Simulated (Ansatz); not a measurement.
BAs: single-point calculation

The run: single-point calculation of BAs (F-43m, 2 atoms in the cell). Method and program: DFT PBE, scalar-relativistic, plane waves, PAW, no spin polarisation (Ansatz 0.2.0).

The structure derives from an entry of the Crystallography Open Database. Figures and captions count atoms from 1; the log counts them from 0 in places.

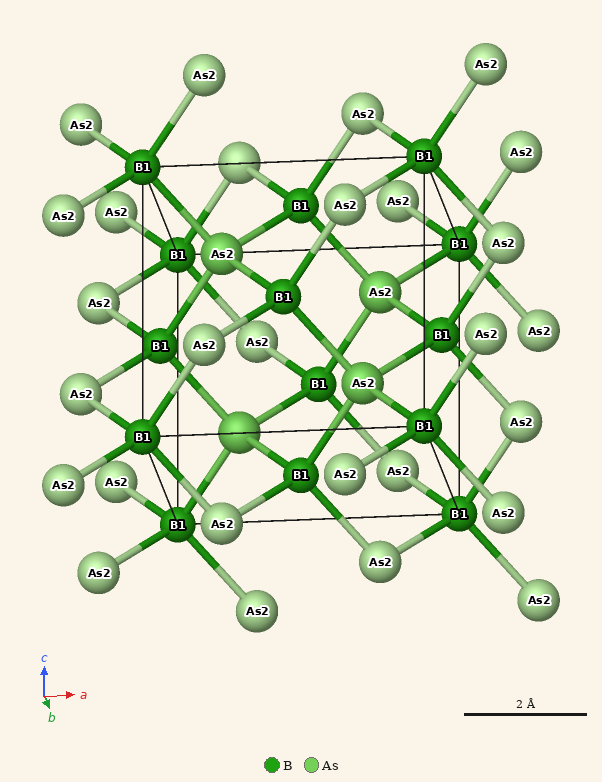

The input geometry (ball-and-stick view of the cell 4 times as large as that of the calculation, set on its symmetry axes, seen at an oblique angle; neighbours outside the cell are drawn fainter; atoms are numbered from 1 in the order of the input). Near neighbours in the crystal (not all of them lie inside the picture): B has 4 As at 2.03 Å; As has 4 B at 2.03 Å.

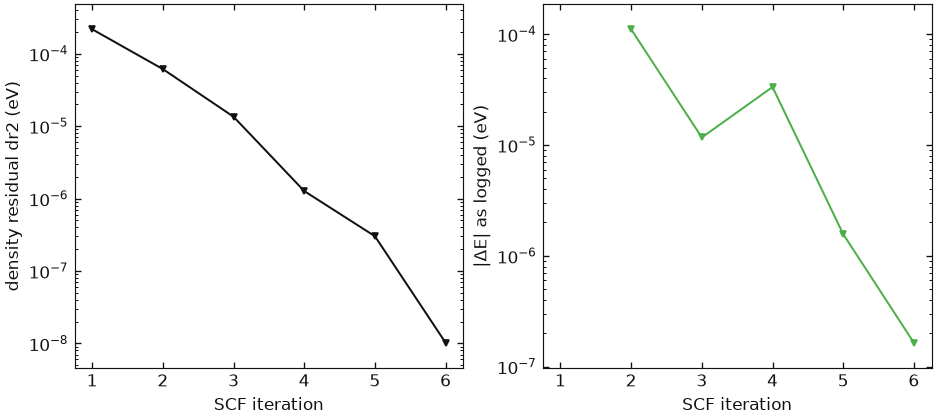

Convergence of the self-consistent field: density residual dr2 and size of the energy change against the SCF iteration. The residual falls at every step.

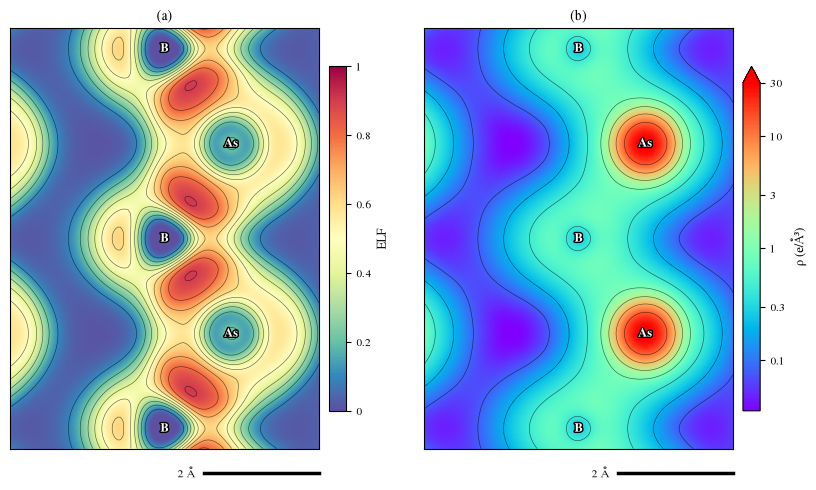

(a) ELF; (b) valence pseudo-density on the (101) plane of the conventional cell. Atoms in the plane: B and As. Away from the nuclei the density in this plane falls to 0.04 e/Å³ at its lowest. In a PAW calculation such maps are meaningful between the atoms, not at the nuclei.

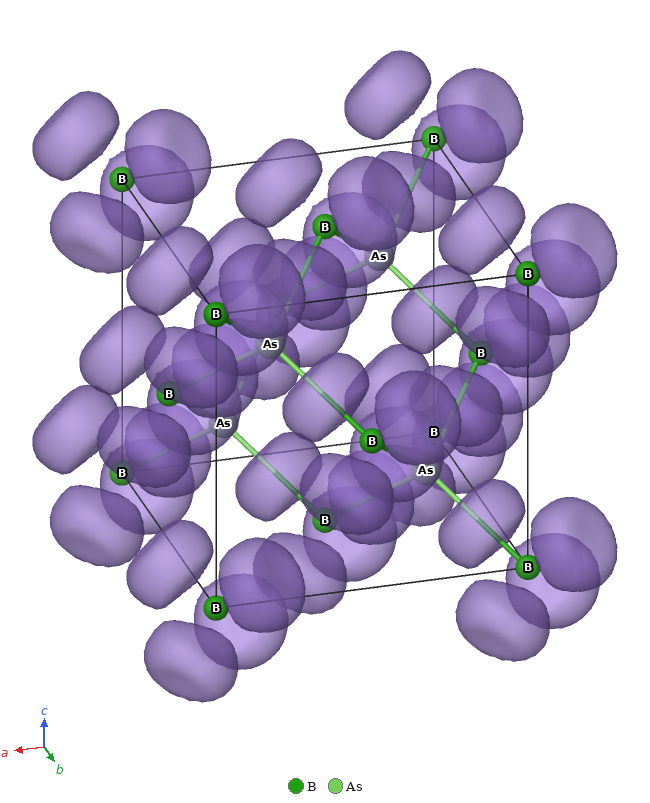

Isosurface of the ELF at 0.65 (purple), seen at an oblique angle. Only the valence region is drawn (cores and ρ < 0.01 e/Å³ removed). Sticks mark near contacts. The outline is the cell set on symmetry axes. Values along the shortest contacts: B–As (2.03 Å): the ELF peaks at about 0.90 between the atoms, as expected for localised, shared-pair bonding.

These pictures come from the run below.

## Input
```yaml
crystal:
  lattice:
    - [0.0, 2.3397414207, 2.3397414207]
    - [2.3397414207, 0.0, 2.3397414207]
    - [2.3397414207, 2.3397414207, 0.0]
  atoms:
    - { symbol: B, position: [0.0, 0.0, 0.0] }
    - { symbol: As, position: [0.25, 0.25, 0.25] }
basis:
  ecutwfc: 420
  fft_grid_basis: typed
kpoints:
  mp_grid: { grid: [12, 12, 12] }
hamiltonian:
  xc: pbe
scf:
  occupations: { method: gaussian, width: 0.05 }
output:
  forces: true
  stress: true
  eigenvalues: true
  bader: true
  write_density: true
  volumetric_format: npy
  elf: true
```

Launch command:
```bash
ansatz run input.yaml --threads 1 --pin off --max-ram 2560MiB --backend cpu --events-out ev --progress --plain --runs-dir out
```

## Log
```
Engine: ansatz 0.2.0, aarch64-unknown-linux-gnu
Pseudopotentials: kind: paw
Pseudopotential: B, paw, valence charge 3, recommended cutoff 420 eV (normal), B.paw.azcp
Pseudopotential: As, paw, valence charge 15, recommended cutoff 420 eV (normal), As.paw.azcp
Functional definition: PBE
  parameter kappa = 0.804
  parameter beta = 0.06672455060314922
  exchange = pbe_x(kappa = kappa, mu = beta*pi^2/3)
  correlation = pbe_c(beta = beta)
Crystal: 2 atoms, lattice volume = 25.617 Å³
Basis set: ecut = 420 eV, 531 PW (Γ), exchange–correlation on 48×48×48 points (8 copies of the dense FFT grid, shifted against one another)
Bands: 13, of which v1, the nominal top of the filled ones, is band 9 counted from 1 (8 counted from 0)
Symmetry: 24 space group operations
Space group: F-43m (ITA 216), of the structure as read, at distance tolerance 2.9e-5 Å
k-points: 72 of 1728 (time reversal used)
Non-local potential: B, projectors of the file, l = 0: 2, l = 1: 2, l = 2: 1
Non-local potential: As, projectors of the file, l = 0: 2, l = 1: 2, l = 2: 3, l = 3: 1
PAW form: soft (Blöchl's): semilocal exchange-correlation on the pseudo side does not see the compensation charge
PAW one-centre angular grid: B, 110 points (default); XC on 64 Gauss nodes
PAW one-centre angular grid: As, 590 points (default); XC on 64 Gauss nodes
Initial density: superposition of atomic densities (neutral atoms: chi_scale 0, normalization atom), corrected by the library's trained network
Initial wavefunctions: pseudopotential atomic-orbital guess
Functional: x = pbe(κ = 0.804, μ = 0.2195149727645171), c = pbe(β = 0.06672455060314922)
SCF iter   1: F=—  HF=-5012.023729 eV  |F-HF|=—  |Δ(HF+E_count)|=         —  Δρ=1.03e-3  dr2=2.18e-4  ethr=1.77e-3  ⟨swp⟩=5.4  Hψ=5445  notcnv=0
preconditioner: auto → none  [insulator: Δε(μ)=1.127 eV  Ē_g=12.914 eV  σ=0.050 eV  W_gap=1.00  n_scr=8 (ndim 8)  ℏωp=20.8 eV  f_vac=0.000  D(μ)=0.00/eV (n_scr^D=0)  ε∞_Penn≈3.6]
SCF iter   2: F=—  HF=-5012.023840 eV  |F-HF|=—  |Δ(HF+E_count)|=   1.11e-4  Δρ=5.94e-4  dr2=6.14e-5  ethr=1.21e-6  ⟨swp⟩=2.2  Hψ=2140  notcnv=0
SCF iter   3: F=—  HF=-5012.023852 eV  |F-HF|=—  |Δ(HF+E_count)|=   1.17e-5  Δρ=3.32e-4  dr2=1.35e-5  ethr=3.41e-7  ⟨swp⟩=2.0  Hψ=1572  notcnv=0
SCF iter   4: F=—  HF=-5012.023885 eV  |F-HF|=—  |Δ(HF+E_count)|=   3.34e-5  Δρ=6.66e-5  dr2=1.27e-6  ethr=7.48e-8  ⟨swp⟩=2.0  Hψ=1584  notcnv=0
SCF iter   5: F=—  HF=-5012.023883 eV  |F-HF|=—  |Δ(HF+E_count)|=   1.57e-6  Δρ=3.05e-5  dr2=3.02e-7  ethr=7.05e-9  ⟨swp⟩=2.0  Hψ=1579  notcnv=0
SCF iter   6: F=-5012.023883 eV  HF=-5012.023883 eV  |F-HF|=1.75e-8  |Δ(HF+E_count)|=   1.64e-7  Δρ=7.83e-6  dr2=1.02e-8  ethr=5.56e-10  ⟨swp⟩=5.0  Hψ=4403  notcnv=0
SCF 1 converged in 6 iterations: F = -5012.023883 eV  dr2 = 1.02e-8
  greatest PAW one-centre occupation: 0.999 electrons in one spin orbital (limit 2), on the As atom at site 1 (counted from 0), in its partial waves of l = 2
SCF converged after 6 iterations
Free energy (F): -5012.023883 eV
Harris-Foulkes:  -5012.023883 eV  (|F-HF|=1.75e-8)
Internal energy: -5012.023883 eV  (E = F + TS)
E sigma→0 (E₀):  -5012.023883 eV
Fermi energy:    12.703128 eV
--- Per-component energies (eV) ---
  E_band       = -195.013142
  E_kinetic    = 154.893375
  E_local      = -1639.228173  (includes V_loc(G=0)·N_el)
  E_nonlocal   = -657.661006
  E_hartree    = 919.504298
  E_xc         = -112.458612
  E_vxc        = -119.015727  (∫ρ·V_xc dr)
  E_paw        = -1915.334824  (= ΣΔE_a)
  E_vpaw       = 226.994632  (= ΣTr[D̂ρ^β])
  E_aug_tail   = 0.000004  (compensation charges beyond the density's cutoff)
  E_ewald      = -1761.738944
  E_smearing   = -0.000000  (= −TS)
  E_closure    = -0.000000  (closes the sum)
  Σ components = -5012.023883   (vs F -5012.023883, Δ=0.00e0)
--- Forces (eV/Å), atoms counted from 1 ---
  atom   1  B      0.00000000    -0.00000000     0.00000000
  atom   2  As     0.00000000    -0.00000000     0.00000000
  max |Σ_I F_I| component: 4.49e-16 eV/Å
--- Stress (GPa, compression-positive) ---
       12.765364       0.000000      -0.000000
        0.000000      12.765364       0.000000
       -0.000000       0.000000      12.765364
  P = ⅓ Tr σ = 12.7654 GPa (127.654 kbar)
--- Band table (eV; the first three rows and the last of 72) ---
  k-point 0: bands = ["-23.7592", "-23.7592", "-23.7592", "-23.7311", "-23.7311", "-3.8421", "12.1413", "12.1413", "12.1413", "15.5031", "15.5031", "15.5031", "17.6142"]
  k-point 1: bands = ["-23.7589", "-23.7585", "-23.7585", "-23.7310", "-23.7310", "-3.7213", "11.0746", "11.9067", "11.9067", "15.7385", "15.8112", "15.8112", "18.1492"]
  k-point 2: bands = ["-23.7581", "-23.7567", "-23.7567", "-23.7308", "-23.7308", "-3.3624", "9.0791", "11.4145", "11.4145", "15.7240", "16.4442", "16.4442", "19.3531"]
  k-point 71: bands = ["-23.7547", "-23.7500", "-23.7392", "-23.7346", "-23.7272", "0.8608", "3.8018", "6.2730", "6.5820", "17.4198", "18.4313", "19.0953", "19.5776"]
--- Bader charges: 2 sites ---
  site symbol  charge [e]  shift [e]
     0      B      0.1327     0.0178
     1     As     -0.1327     0.0178
  estimated error of the sums over rays = 3.5e-4 e
```

## Key numbers

| quantity | value |
| --- | --- |
| outcome | converged |
| space group (tolerance 0.01 Å) | F-43m (216) |
| electrons treated | 18 |
| free energy | −5012.0239 eV |
| Fermi energy | 12.703 eV |
| gap on the k-point mesh | 1.13 eV |
| pressure | 12.77 GPa |
| largest force (length of the vector) | under 0.001 eV/Å |
| hardware | 1 thread of Arm Neoverse V2, 128 GiB of memory available, shared host |
| wall time | 19 s |
| peak memory | 0.37 GiB |

## Remarks

The cell is under a pressure of 12.8 GPa at this level, so it is not at its equilibrium volume.
